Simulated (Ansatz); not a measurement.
System: Ge, space group P4_32_12, 12 atoms in the cell.

```cif
data_structure
_symmetry_space_group_name_H-M 'P4_32_12'
_symmetry_Int_Tables_number 96
_cell_length_a 5.9486
_cell_length_b 5.9486
_cell_length_c 7.0894
_cell_angle_alpha 90.000
_cell_angle_beta 90.000
_cell_angle_gamma 90.000
_cell_volume 250.86
loop_
_atom_site_label
_atom_site_type_symbol
_atom_site_symmetry_multiplicity
_atom_site_Wyckoff_symbol
_atom_site_fract_x
_atom_site_fract_y
_atom_site_fract_z
_atom_site_occupancy
Ge1 Ge 4 a 0.08447 0.08447 0.00000 1
Ge2 Ge 8 b 0.16920 0.37281 0.24428 1
```

Level of theory: DFT r2SCAN, scalar-relativistic, plane waves, PAW, no spin polarisation, 6×6×4 k mesh; code Ansatz 0.2.0.

What does the calculation give for the electronic structure? The path is Γ–X–M–Γ–Z–R–A–Z|X–R|M–A.

The material is gapped. The gap along this path is 0.74 eV and direct: both edges lie between M and Γ. The top valence band spans 1.1 eV and the lowest conduction band 1.5 eV. The direct gaps are 1.92 eV at Z, 1.69 eV at X and 2.00 eV at Γ. By projected weight, the top eV of the valence band is Ge 4p almost alone; the bottom eV of the conduction band is Ge 4p (60 %) and Ge 4s (40 %).

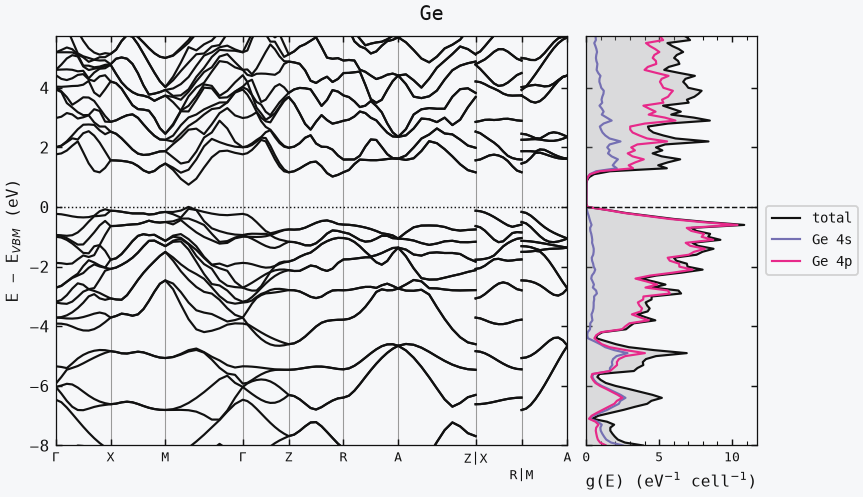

Band structure and density of states. Energies are counted from the top of the valence band. The partial curves are projected on Löwdin-orthogonalised atomic shells.
